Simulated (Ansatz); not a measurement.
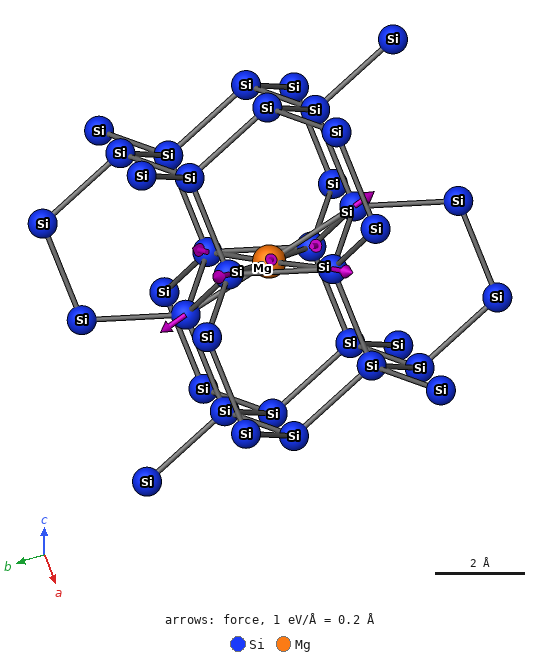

Starting geometry of a defect cell of composition MgSi$_{32}$ (cell charge +2) with the computed forces as purple arrows. A ball-and-stick model of the atoms within 5.8 Å of the atom that moves most (axes of the conventional cell (2 times the calculation's cell) (origin shifted)), seen from a free direction. Lengths and directions refer to the drawn axes.

Case: Mg interstitial, charge +2, atoms relaxed.

Theory: Ansatz, DFT PBE, scalar-relativistic, plane waves, PAW. (plane-wave cutoff 420 eV; k-point mesh 2 × 2 × 2; occupations gaussian; smearing width 0.02 eV; mesh shifted by (0.5, 0.5, 0.5); no spin polarisation; atoms relaxed in a fixed cell; force threshold 0.02 eV/Å; at most 60 steps)

Q: What follows when this structure is relaxed?

A: It isn't relaxed: the largest force vector, on a Si atom, is 4.01 eV/Å. The final displacements have little in common with the starting forces (cosine between the two patterns 0.09). The atom that moves furthest is the Mg atom (1.54 Å along +a). By element the largest moves are Mg 1.54 Å, Si 0.13 Å. The cell doesn't change. Among the contacts that change: Mg–Si 4.234 → 2.990 Å, Mg–Si 4.181 → 2.990 Å, Mg–Si 3.601 → 2.624 Å, Mg–Si 3.542 → 2.625 Å. New bonds form: Mg–Si (4.18 → 2.99 Å), Mg–Si (4.23 → 2.99 Å). Among the angles between lasting bonds that change: Si–Mg–Si 179.3° → 110.8°, Si–Mg–Si 177.0° → 110.4°, Si–Si–Mg 100.3° → 62.2°. After 11 accepted moves (12 points after the start) the energy has fallen by 3.381 eV per cell of the calculation. Largest force component: 3.9 eV/Å at the start, 0.0074 eV/Å at the end. 1 step only repeated the SCF at the same geometry. The run took 2.9 min on 4 threads of Arm Neoverse V1, on a shared host, peak memory 1.5 GiB.

Limits of the set-up: the cell is charged, on a uniform background, and energies carry no finite-size correction.
